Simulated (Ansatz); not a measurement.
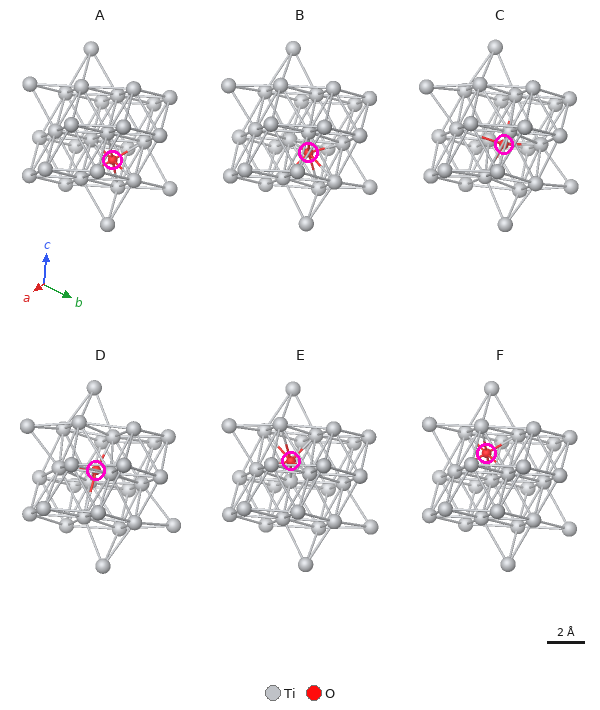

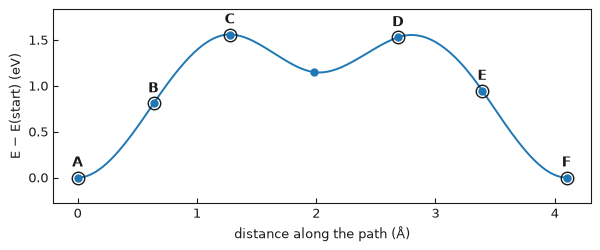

A nudged-elastic-band calculation for a defect cell of composition Ti16O (17 atoms in the cell). Images are numbered from 0 (start) to 6 (end). Frames A to F are images 0, 1, 2, 4, 5, 6. Style: ball-and-stick. Shown: the atoms within 5.1 Å of the middle of the path, slightly off an axis. The moving atom is ringed, with any periodic copies. Bonds to atoms that aren't drawn are left out.

The calculation used Ansatz 0.2.0, DFT PBE, scalar-relativistic, plane waves, PAW. Run with plane-wave cutoff 420 eV; k-point mesh 4 × 4 × 4; Gaussian smearing 0.1 eV; 5 movable images; climbing image.

Read off the barrier and say what moves.

The path has more than one stage, and so few images may leave a stage unresolved. The O atom travels furthest, 2.91 Å from end to end, along [0 −1 1], on a straight line. At the highest image its nearest neighbour (Ti) is 1.94 Å away, against 2.09 Å at the start, and the surrounding atoms stand up to 0.39 Å off the mean of their end positions. The barrier is about 1.56 eV in both directions, with image 2 at the top; the ends have the same energy. The profile has 2 maxima (images 2, 4) with a dip at image 3 (+1.15 eV), so the process runs in steps. The band converged in 9 iterations. The largest component of the band force went from 15 to 0.043 eV/Å. The climbing image converged on the top of the path. Its curvatures weren't checked.

Limits of the set-up: the periodic images lie only 7.1 Å apart, so the values are limited by the cell's size.

Cost: 44 min on 4 threads of Arm Neoverse V1, on a shared host, peak memory 4.3 GiB.
